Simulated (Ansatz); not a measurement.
Band-structure calculation, with input and output: HfO2 (part 1 of 2)

- system: HfO2 (3 atoms in the cell)
- method: DFT, HSE06, plane waves, PAW, no spin polarisation (Ansatz 0.2.0)

The structure was built on a prototype by a generator. The geometry comes from this level: r2SCAN (a point of a series of strains). It belongs to a series of runs on one base structure; here: epitaxial_111 strain -5.0%.

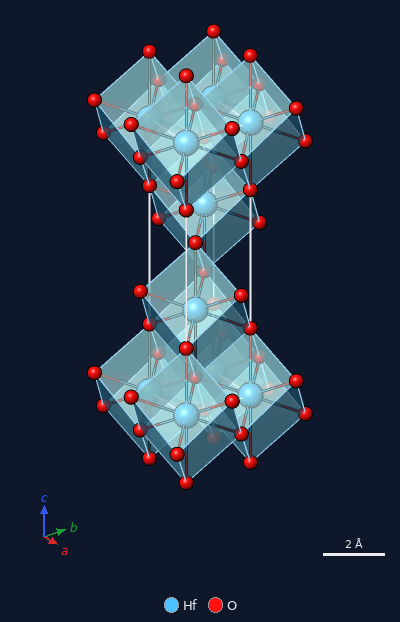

*The structure (polyhedral view of the cell 3 times as large as that of the calculation, set on its symmetry axes, seen slightly off an axis; polyhedra are completed across the faces of the cell).*

**The input**
```yaml
crystal:
  lattice:
    - [0.2032617411, 2.6059849443, 2.6059849443]
    - [2.6059849443, 0.2032617411, 2.6059849443]
    - [2.6059849443, 2.6059849443, 0.2032617411]
  atoms:
    - { symbol: Hf, position: [0.0, 0.0, 0.0] }
    - { symbol: O, position: [0.245873764, 0.245873764, 0.245873764] }
    - { symbol: O, position: [0.754126236, 0.754126236, 0.754126236] }
kpoints:
  mp_grid: { grid: [6, 6, 6] }
  band_path:
    path:
      - [0.0, 0.0, 0.0]
      - [0.5, 0.0, 0.5]
      - [0.625, 0.25, 0.625]
      - [0.375, 0.375, 0.75]
      - [0.5, 0.5, 0.5]
      - [0.5, 0.25, 0.75]
      - [0.0, 0.5, 0.5]
    npoints: 1
hamiltonian:
  xc: hse06
scf:
  occupations: { method: fixed }
  n_extra_bands: 4
output:
  forces: true
  stress: true
  eigenvalues: true
  write_density: true
  write_potential: true
  elf: true
  volumetric_format: npy
```

Hardware: 4 threads of Intel Xeon @ 2.70GHz, 189 GiB of memory available, shared host.

Command:
```bash
ansatz run input.yaml --threads 4 --pin off --max-ram 4608MiB --backend cpu --events-out ev --progress --plain --runs-dir out
```

**Log**
```
Warning: output.stress: scf.convergence.dr2_threshold = 1e-7 eV (the SCF's general default) is looser than the 3e-10 eV advised for a printed stress (1e-10 eV for each atom of the cell: 3). What an SCF threshold leaves in a stress goes as its square root, and in the free energy as the threshold itself, and one threshold admits the most on a small cell: of the crystals measured, under no hybrid functional and no lock of the moments, on runs that ended without the residual-converged pass, on stresses that held no estimate of that error, the worst erred by over 100 MPa in a component at 1e-7 eV an atom and by under 5 at 1e-10. Set scf.convergence.dr2_threshold to 3e-10 eV or tighter. The threshold is an SCF's pass mark: one that does not reach it within its budget of iterations ends unconverged, or closes short of it on a stop that the run arms, and scf.convergence.dr2_threshold's page says what that costs each kind of run
Warning: output.stress: scf.exx.energy_threshold = 1e-6 eV is looser than the 3e-8 eV advised for a stress under a hybrid functional (1e-8 eV for each atom of the cell: 3). Every SCF of the exchange loop can meet its threshold on dr2 while the loop round them stops early: no threshold on dr2 bounds what that leaves in the stress. Set scf.exx.energy_threshold to 3e-8 eV or tighter. The threshold is the loop's pass mark: a loop that does not reach it within its budget of cycles ends unconverged, and scf.exx.energy_threshold's page has the law
scf.n_extra_bands = 4 over 19 filled bands (N_el = 38.0): the run solves 23 bands
Engine: ansatz 0.2.0, x86_64-unknown-linux-gnu
Pseudopotentials: kind: paw
Pseudopotential: Hf, paw, valence charge 26, recommended cutoff 420 eV (normal), Hf.paw.azcp
Pseudopotential: O, paw, valence charge 6, recommended cutoff 420 eV (normal), O.paw.azcp
Functional definition: HSE06
  parameter a = 0.25
  parameter omega = 0.11/bohr
  exchange = pbe_x - a*pbe_x_sr(omega) + a*exact_x_sr(omega)
  correlation = pbe_c
davidson cushion auto → on  (no smearing: the cushion is to keep the highest requested band from converging to the state above it; pin scf.eigensolver.cushion to override)
Crystal: 3 atoms, lattice volume = 31.263 Å³
Basis set: ecut = 420 eV, 605 PW (Γ), exchange–correlation on 50×50×50 points (8 copies of the dense FFT grid, shifted against one another)
Bands: 23, of which v1, the nominal top of the filled ones, is band 19 counted from 1 (18 counted from 0)
Symmetry: 12 space group operations
Space group: R-3m (ITA 166), of the structure as read, at distance tolerance 3.2e-5 Å
k-points: 32 of 216
Non-local potential: Hf, projectors of the file, l = 0: 3, l = 1: 2, l = 2: 2, l = 3: 3
Non-local potential: O, projectors of the file, l = 0: 2, l = 1: 2, l = 2: 1
PAW form: soft (Blöchl's): semilocal exchange-correlation on the pseudo side does not see the compensation charge
PAW frozen core: Hf, regenerated for the run's functional, and the local potential with it (the file was generated under x = pbe(κ = 0.804, μ = 0.2195149727645171), c = pbe(β = 0.06672455060314922))
PAW frozen core: O, regenerated for the run's functional, and the local potential with it (the file was generated under x = pbe(κ = 0.804, μ = 0.2195149727645171), c = pbe(β = 0.06672455060314922))
PAW one-centre angular grid: Hf, 590 points (default); XC on 64 Gauss nodes
PAW one-centre angular grid: O, 110 points (default); XC on 96 Gauss nodes
Initial density: superposition of atomic densities (neutral atoms: chi_scale 0, normalization atom), corrected by the library's trained network
Initial wavefunctions: pseudopotential atomic-orbital guess
Functional: x = pbe(κ = 0.804, μ = 0.2195149727645171), c = pbe(β = 0.06672455060314922), warm-up for x = pbe(κ = 0.804, μ = 0.2195149727645171) + 0.25 (exact − pbe) at short range (hse, ω = 0.20786987370883472 Å⁻¹), c = pbe(β = 0.06672455060314922); HSE06 as pw.x's `hse` composes it (authors' and Libxc's form: `xc: wpbeh`)
SCF iter   1: F=—  HF=-16861.185825 eV  |F-HF|=—  |Δ(HF+E_count)|=         —  Δρ=2.11e-3  dr2=6.53e-4  ethr=1.77e-3  ⟨swp⟩=2.1  Hψ=4604  notcnv=0
preconditioner: auto → none  [insulator: Δε(μ)=3.931 eV  Ē_g=18.446 eV  n_scr=14 (ndim 8)  ℏωp=39.8 eV  f_vac=0.055]
SCF iter   2: F=-16861.186614 eV  HF=-16861.186402 eV  |F-HF|=2.12e-4  |Δ(HF+E_count)|=   5.77e-4  Δρ=1.09e-3  dr2=1.51e-4  ethr=1.72e-6  ⟨swp⟩=4.0  Hψ=2404  notcnv=0
SCF 1 stopped early in 2 iterations: F = -16861.186614 eV  dr2 = 1.51e-4
  greatest PAW one-centre occupation: 0.999 electrons in one spin orbital (limit 2), on the Hf atom at site 0 (counted from 0), in its partial waves of l = 3
Initial density: handed on by an earlier stage of this run
Initial wavefunctions: those handed on with the density
Functional: x = pbe(κ = 0.804, μ = 0.2195149727645171) + 0.25 (exact − pbe) at short range (hse, ω = 0.20786987370883472 Å⁻¹), c = pbe(β = 0.06672455060314922); HSE06 as pw.x's `hse` composes it (authors' and Libxc's form: `xc: wpbeh`)
Exchange kernel: α = 0.2500, screened, ω = 0.2079 Å⁻¹, Wigner–Seitz truncation, v(0) = 1045.2920 eV·Å³, q-mesh 6×6×6, nearest image of the exchange supercell L = 20.39 Å, pair-density grid 15×15×15, without the augmentation charges, whose exchange is taken in its separable form by FFT convolution over the k-point mesh (sized by the pseudopotential files, 20×20×24 at the most), smooth part of the exact exchange by density-matrix convolution
Frozen-core exchange: fock
SCF iter   1: F=—  HF=-16861.483462 eV  |F-HF|=—  |Δ(HF+E_count)|=         —  Δρ=1.13e-2  dr2=4.32e-2  ethr=3.98e-6  ⟨swp⟩=6.5  Hψ=3673  notcnv=0
preconditioner: auto → none  [insulator: Δε(μ)=5.684 eV  Ē_g=21.930 eV  n_scr=14 (ndim 8)  ℏωp=39.8 eV  f_vac=0.058]
SCF iter   2: F=—  HF=-16861.432142 eV  |F-HF|=—  |Δ(HF+E_count)|=   5.13e-2  Δρ=7.57e-3  dr2=1.13e-2  ethr=3.98e-6  ⟨swp⟩=4.0  Hψ=2908  notcnv=0
SCF iter   3: F=—  HF=-16861.429182 eV  |F-HF|=—  |Δ(HF+E_count)|=   2.96e-3  Δρ=2.16e-3  dr2=2.42e-3  ethr=3.98e-6  ⟨swp⟩=4.0  Hψ=2467  notcnv=0
SCF iter   4: F=—  HF=-16861.446395 eV  |F-HF|=—  |Δ(HF+E_count)|=   1.72e-2  Δρ=1.51e-3  dr2=7.87e-4  ethr=1.99e-6  ⟨swp⟩=4.0  Hψ=2668  notcnv=0
iter 5 solved again at ethr=1.12e-7 eV; its pass at ethr=1.99e-6 eV (dr2=4.25e-5 eV) is discarded
SCF iter   5: F=—  HF=-16861.445899 eV  |F-HF|=—  |Δ(HF+E_count)|=   4.95e-4  Δρ=4.94e-4  dr2=7.48e-5  ethr=1.12e-7  ⟨swp⟩=2.2  Hψ=3741  notcnv=0
SCF iter   6: F=—  HF=-16861.445886 eV  |F-HF|=—  |Δ(HF+E_count)|=   1.32e-5  Δρ=1.24e-4  dr2=2.19e-5  ethr=1.10e-7  ⟨swp⟩=3.0  Hψ=1909  notcnv=0
SCF iter   7: F=—  HF=-16861.446082 eV  |F-HF|=—  |Δ(HF+E_count)|=   1.96e-4  Δρ=1.89e-4  dr2=1.31e-5  ethr=6.20e-9  ⟨swp⟩=4.3  Hψ=2938  notcnv=0
SCF iter   8: F=-16861.446079 eV  HF=-16861.446077 eV  |F-HF|=1.74e-6  |Δ(HF+E_count)|=   4.82e-6  Δρ=1.91e-5  dr2=4.05e-7  ethr=6.20e-9  ⟨swp⟩=4.0  Hψ=2291  notcnv=0
SCF 2 stopped early in 8 iterations: F = -16861.446079 eV  dr2 = 4.05e-7
  Residual-converged pass: ⟨swp⟩=3.0  Hψ=1794  notcnv=0  max |occ|·‖R‖ = 6.3e-6 eV (tolerance 6.7e-6 eV)  dr2=4.04e-7  dr2_onsite=1.54e-8  max |Δocc| = 0.0e0
  greatest PAW one-centre occupation: 1.002 electrons in one spin orbital (limit 2), on the Hf atom at site 0 (counted from 0), in its partial waves of l = 0
hybrid outer 1: dexx = +1.884e-2 eV, tail = 1.03e-3 eV
Exchange kernel: α = 0.2500, screened, ω = 0.2079 Å⁻¹, Wigner–Seitz truncation, v(0) = 1045.2920 eV·Å³, q-mesh 6×6×6, nearest image of the exchange supercell L = 20.39 Å, pair-density grid 15×15×15, without the augmentation charges, whose exchange is taken in its separable form by FFT convolution over the k-point mesh (sized by the pseudopotential files, 20×20×24 at the most), smooth part of the exact exchange by density-matrix convolution
Frozen-core exchange: fock
SCF iter   1: F=—  HF=-16861.445548 eV  |F-HF|=—  |Δ(HF+E_count)|=         —  Δρ=1.30e-4  dr2=2.26e-6  ethr=1.36e-5  ⟨swp⟩=2.0  Hψ=1633  notcnv=0
preconditioner: auto → none  [insulator: Δε(μ)=5.553 eV  Ē_g=21.692 eV  n_scr=14 (ndim 8)  ℏωp=39.8 eV  f_vac=0.068]
SCF iter   2: F=—  HF=-16861.445551 eV  |F-HF|=—  |Δ(HF+E_count)|=   3.88e-6  Δρ=4.98e-5  dr2=2.77e-7  ethr=5.25e-9  ⟨swp⟩=4.2  Hψ=2718  notcnv=0
SCF iter   3: F=—  HF=-16861.445551 eV  |F-HF|=—  |Δ(HF+E_count)|=   2.99e-8  Δρ=2.31e-5  dr2=3.57e-8  ethr=5.80e-10  ⟨swp⟩=3.1  Hψ=1797  notcnv=0
SCF iter   4: F=—  HF=-16861.445552 eV  |F-HF|=—  |Δ(HF+E_count)|=   1.57e-7  Δρ=9.89e-6  dr2=2.13e-8  ethr=6.48e-11  ⟨swp⟩=4.5  Hψ=2272  notcnv=0  defer=3
SCF iter   5: F=-16861.445552 eV  HF=-16861.445552 eV  |F-HF|=0.00e0  |Δ(HF+E_count)|=   6.61e-9  Δρ=3.42e-7  dr2=1.33e-10  ethr=5.53e-11  ⟨swp⟩=3.0  Hψ=1884  notcnv=0
SCF 3 converged in 5 iterations: F = -16861.445552 eV  dr2 = 1.33e-10
  Residual-converged pass: ⟨swp⟩=3.9  Hψ=2140  notcnv=0  max |occ|·‖R‖ = 5.3e-7 eV (tolerance 5.4e-7 eV)  dr2=1.31e-10  dr2_onsite=1.13e-11  max |Δocc| = 0.0e0
  greatest PAW one-centre occupation: 1.003 electrons in one spin orbital (limit 2), on the Hf atom at site 0 (counted from 0), in its partial waves of l = 0
hybrid outer 2: dexx = +1.908e-6 eV, tail = 1.52e-7 eV, Δε = 8.31e-3 eV (about 3.45e-4 eV left of the loop's levels), ΔF = 2.44e-3 eV/Å (tail 1.46e-3)
Exchange kernel: α = 0.2500, screened, ω = 0.2079 Å⁻¹, Wigner–Seitz truncation, v(0) = 1045.2920 eV·Å³, q-mesh 6×6×6, nearest image of the exchange supercell L = 20.39 Å, pair-density grid 15×15×15, without the augmentation charges, whose exchange is taken in its separable form by FFT convolution over the k-point mesh (sized by the pseudopotential files, 20×20×24 at the most), smooth part of the exact exchange by density-matrix convolution
Frozen-core exchange: fock
SCF iter   1: F=—  HF=-16861.445551 eV  |F-HF|=—  |Δ(HF+E_count)|=         —  Δρ=5.93e-6  dr2=5.90e-9  ethr=2.00e-9  ⟨swp⟩=3.5  Hψ=1719  notcnv=0
preconditioner: auto → none  [insulator: Δε(μ)=5.554 eV  Ē_g=21.692 eV  n_scr=14 (ndim 8)  ℏωp=39.8 eV  f_vac=0.068]
SCF iter   2: F=-16861.445551 eV  HF=-16861.445551 eV  |F-HF|=1.09e-11  |Δ(HF+E_count)|=   1.35e-9  Δρ=1.17e-6  dr2=3.52e-10  ethr=1.46e-11  ⟨swp⟩=3.9  Hψ=2261  notcnv=0
SCF 4 converged in 2 iterations: F = -16861.445551 eV  dr2 = 3.52e-10
  Residual-converged pass: ⟨swp⟩=2.9  Hψ=1609  notcnv=0  max |occ|·‖R‖ = 1.3e-6 eV (tolerance 1.3e-6 eV)  dr2=3.55e-10  dr2_onsite=1.02e-10  max |Δocc| = 0.0e0
```

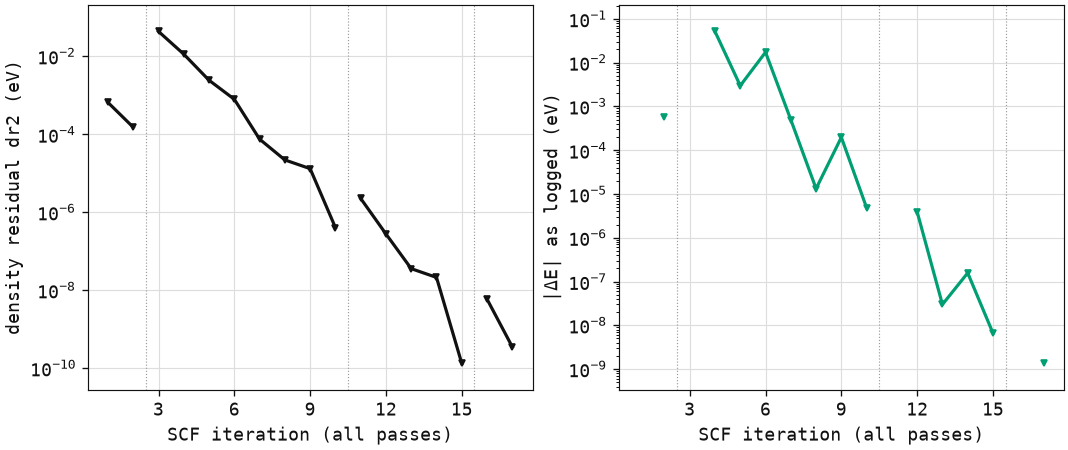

*Convergence of the self-consistent field: density residual dr2 and size of the energy change against the SCF iteration. The run starts with a semilocal functional; after that each stretch between dotted lines is one SCF of the hybrid functional between two exact rebuilds of the exchange operator by the outer loop. Early passes are stopped at a loose threshold.*

The passes take 2, 8, 5 and 2 iterations.
